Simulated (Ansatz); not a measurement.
# Two runs on AlRu

System: AlRu (2 atoms in the cell).
Method of run A: DFT PBE, scalar-relativistic, plane waves, PAW, no spin polarisation (Ansatz 0.2.0).

The structure derives from an entry of the Crystallography Open Database. Text and figures count atoms from 1; the logs count them from 0 in places.

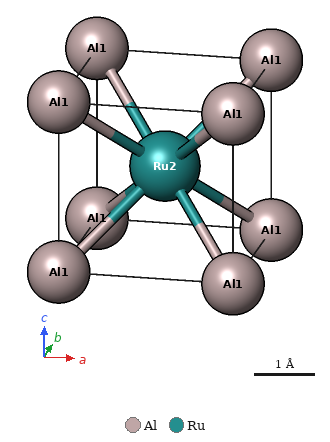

Figure 1. The input geometry (ball-and-stick view of the cell of the calculation, seen slightly off an axis; atoms are numbered from 1 in the order of the input). An atom can appear more than once, as a periodic image.

### Input file, run A
```yaml
crystal:
  lattice:
    - [2.9916, 0.0, 0.0]
    - [0.0, 2.9916, 0.0]
    - [0.0, 0.0, 2.9916]
  atoms:
    - { symbol: Al, position: [0.0, 0.0, 0.0] }
    - { symbol: Ru, position: [0.5, 0.5, 0.5] }
basis:
  ecutwfc: 420
kpoints:
  mp_grid: { grid: [18, 18, 18] }
hamiltonian:
  xc: pbe
scf:
  occupations: { method: gaussian, width: 0.15 }
output:
  forces: true
  stress: true
  eigenvalues: true
```

Command:
```bash
ansatz run input.yaml --threads 1 --pin off --max-ram 2560MiB --backend cpu --events-out ev --progress --plain --runs-dir out
```

Hardware: 1 thread of Intel Xeon (Sapphire Rapids), 32 GiB of memory available, shared host.

### Output, shortened to warnings, some set-up lines, iterations and results (run A)
```
Basis set: ecut = 420 eV, 485 PW (Γ), exchange–correlation on 40×40×40 points (8 copies of the dense FFT grid, shifted against one another)
Symmetry: 48 space group operations
k-points: 220 of 5832
Initial density: superposition of atomic densities (neutral atoms: chi_scale 0, normalization atom), corrected by the library's trained network
[...]
SCF iter   1: F=—  HF=-6417.476204 eV  |F-HF|=—  |Δ(HF+E_count)|=         —  Δρ=3.69e-3  dr2=3.83e-3  ethr=1.77e-3  ⟨swp⟩=5.0  Hψ=15029  notcnv=0
SCF iter   2: F=—  HF=-6417.475788 eV  |F-HF|=—  |Δ(HF+E_count)|=   4.16e-4  Δρ=2.25e-3  dr2=1.64e-3  ethr=2.02e-5  ⟨swp⟩=2.1  Hψ=5201  notcnv=0
SCF iter   3: F=—  HF=-6417.475476 eV  |F-HF|=—  |Δ(HF+E_count)|=   3.13e-4  Δρ=2.85e-4  dr2=1.53e-5  ethr=8.65e-6  ⟨swp⟩=2.0  Hψ=3879  notcnv=0
SCF iter   4: F=—  HF=-6417.475369 eV  |F-HF|=—  |Δ(HF+E_count)|=   1.06e-4  Δρ=8.96e-5  dr2=1.24e-6  ethr=8.07e-8  ⟨swp⟩=2.1  Hψ=4086  notcnv=0
SCF iter   5: F=-6417.475369 eV  HF=-6417.475369 eV  |F-HF|=6.18e-9  |Δ(HF+E_count)|=   7.02e-8  Δρ=1.31e-5  dr2=1.31e-8  ethr=6.50e-9  ⟨swp⟩=2.2  Hψ=4894  notcnv=0
SCF iter   6: F=-6417.475369 eV  HF=-6417.475369 eV  |F-HF|=7.55e-11  |Δ(HF+E_count)|=   2.69e-9  Δρ=2.39e-6  dr2=3.36e-10  ethr=6.91e-11  ⟨swp⟩=2.9  Hψ=9868  notcnv=0
SCF 1 converged in 6 iterations: F = -6417.475369 eV  dr2 = 3.36e-10
SCF converged after 6 iterations
Free energy (F): -6417.475369 eV
Harris-Foulkes:  -6417.475369 eV  (|F-HF|=7.55e-11)
Internal energy: -6417.458091 eV  (E = F + TS)
E sigma→0 (E₀):  -6417.466730 eV
Entropy (-TS):   -0.017278 eV (-8.639 meV/atom)
Fermi energy:    16.113528 eV
--- Per-component energies (eV) ---
  E_band       = -119.839344
  E_kinetic    = 543.288766
  E_local      = -1798.027025  (includes V_loc(G=0)·N_el)
  E_nonlocal   = 354.628737
  E_hartree    = 638.957228
  E_xc         = -232.255426
  E_vxc        = -270.765528  (∫ρ·V_xc dr)
  E_paw        = -3929.226422  (= ΣΔE_a)
  E_vpaw       = -226.878547  (= ΣTr[D̂ρ^β])
  E_aug_tail   = -0.000174  (compensation charges beyond the density's cutoff)
  E_ewald      = -1994.823776
  E_smearing   = -0.017278  (= −TS)
  E_closure    = -0.000000  (closes the sum)
  Σ components = -6417.475369   (vs F -6417.475369, Δ=0.00e0)
--- Forces (eV/Å), atoms counted from 1 ---
  atom   1  Al    -0.00000000     0.00000000    -0.00000000
  atom   2  Ru     0.00000000    -0.00000000     0.00000000
  max |Σ_I F_I| component: 7.16e-29 eV/Å
--- Stress (GPa, compression-positive) ---
        2.576122       0.000000       0.000000
       -0.000000       2.576122       0.000000
        0.000000       0.000000       2.576122
  P = ⅓ Tr σ = 2.5761 GPa (25.761 kbar)
```

The input of run B differs as follows (lines with − go, lines with + come):
```diff
-  mp_grid: { grid: [18, 18, 18] }
+  mp_grid: { grid: [16, 16, 16] }
```

What does this change do to the results?

The free energy of run B is 1.1 meV per atom higher, which measures how much it depends on this numerical setting. The number of SCF iterations is the same. The irreducible k-points go from 220 to 165.

### Output, shortened to warnings, some set-up lines, iterations and results (run B)
```
Basis set: ecut = 420 eV, 485 PW (Γ), exchange–correlation on 40×40×40 points (8 copies of the dense FFT grid, shifted against one another)
Symmetry: 48 space group operations
k-points: 165 of 4096
Initial density: superposition of atomic densities (neutral atoms: chi_scale 0, normalization atom), corrected by the library's trained network
[...]
SCF iter   1: F=—  HF=-6417.473851 eV  |F-HF|=—  |Δ(HF+E_count)|=         —  Δρ=3.19e-3  dr2=3.22e-3  ethr=1.77e-3  ⟨swp⟩=5.0  Hψ=11256  notcnv=0
SCF iter   2: F=—  HF=-6417.473542 eV  |F-HF|=—  |Δ(HF+E_count)|=   3.08e-4  Δρ=2.01e-3  dr2=1.44e-3  ethr=1.70e-5  ⟨swp⟩=2.4  Hψ=4150  notcnv=0
SCF iter   3: F=—  HF=-6417.473266 eV  |F-HF|=—  |Δ(HF+E_count)|=   2.76e-4  Δρ=2.93e-4  dr2=1.53e-5  ethr=7.55e-6  ⟨swp⟩=2.1  Hψ=2924  notcnv=0
SCF iter   4: F=—  HF=-6417.473157 eV  |F-HF|=—  |Δ(HF+E_count)|=   1.09e-4  Δρ=9.32e-5  dr2=9.35e-7  ethr=8.05e-8  ⟨swp⟩=2.1  Hψ=3054  notcnv=0
SCF iter   5: F=-6417.473157 eV  HF=-6417.473157 eV  |F-HF|=6.74e-9  |Δ(HF+E_count)|=   3.61e-9  Δρ=1.13e-5  dr2=1.00e-8  ethr=4.92e-9  ⟨swp⟩=2.1  Hψ=3697  notcnv=0
SCF iter   6: F=-6417.473157 eV  HF=-6417.473157 eV  |F-HF|=6.91e-11  |Δ(HF+E_count)|=   4.78e-9  Δρ=3.05e-6  dr2=5.33e-10  ethr=5.29e-11  ⟨swp⟩=2.4  Hψ=7349  notcnv=0
SCF 1 converged in 6 iterations: F = -6417.473157 eV  dr2 = 5.33e-10
SCF converged after 6 iterations
Free energy (F): -6417.473157 eV
Harris-Foulkes:  -6417.473157 eV  (|F-HF|=6.91e-11)
Internal energy: -6417.454133 eV  (E = F + TS)
E sigma→0 (E₀):  -6417.463645 eV
Entropy (-TS):   -0.019024 eV (-9.512 meV/atom)
Fermi energy:    16.132114 eV
--- Per-component energies (eV) ---
  E_band       = -119.775542
  E_kinetic    = 543.328564
  E_local      = -1798.133535  (includes V_loc(G=0)·N_el)
  E_nonlocal   = 354.650320
  E_hartree    = 639.022207
  E_xc         = -232.259900
  E_vxc        = -270.771048  (∫ρ·V_xc dr)
  E_paw        = -3929.237841  (= ΣΔE_a)
  E_vpaw       = -226.894240  (= ΣTr[D̂ρ^β])
  E_aug_tail   = -0.000174  (compensation charges beyond the density's cutoff)
  E_ewald      = -1994.823776
  E_smearing   = -0.019024  (= −TS)
  E_closure    = -0.000000  (closes the sum)
  Σ components = -6417.473157   (vs F -6417.473157, Δ=0.00e0)
--- Forces (eV/Å), atoms counted from 1 ---
  atom   1  Al    -0.00000000     0.00000000    -0.00000000
  atom   2  Ru     0.00000000    -0.00000000    -0.00000000
  max |Σ_I F_I| component: 5.84e-29 eV/Å
--- Stress (GPa, compression-positive) ---
        2.628846       0.000000      -0.000000
        0.000000       2.628846       0.000000
        0.000000       0.000000       2.628846
  P = ⅓ Tr σ = 2.6288 GPa (26.288 kbar)
```

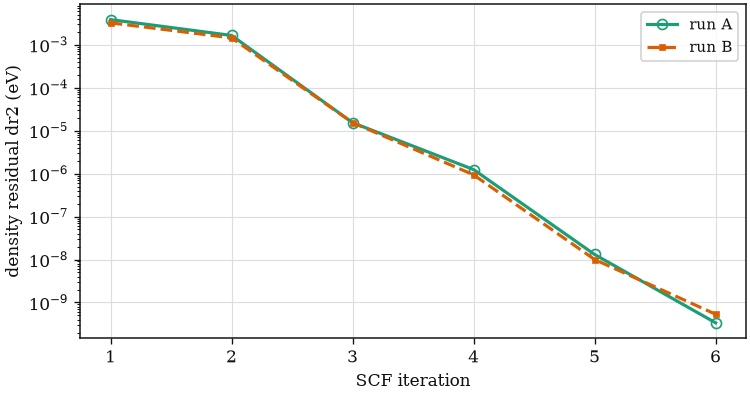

Figure 2. Convergence of the two runs: density residual dr2 against the SCF iteration. Run A takes 6 iterations in all, and run B takes 6.

### The two runs side by side

```tsv
quantity	run A	run B
outcome	converged	converged
free energy per atom (eV)	−3208.7377	−3208.7366
energy per atom, smearing taken to zero (eV)	−3208.7334	−3208.7318
gap on the mesh (eV)	0.00	0.00
pressure (GPa)	2.58	2.63
largest force (eV/Å)	0.000	0.000
SCF iterations	6	6
irreducible k-points	220	165
plane waves at Γ	485	485
wall time (shared host)	2.5 s	2 s
```
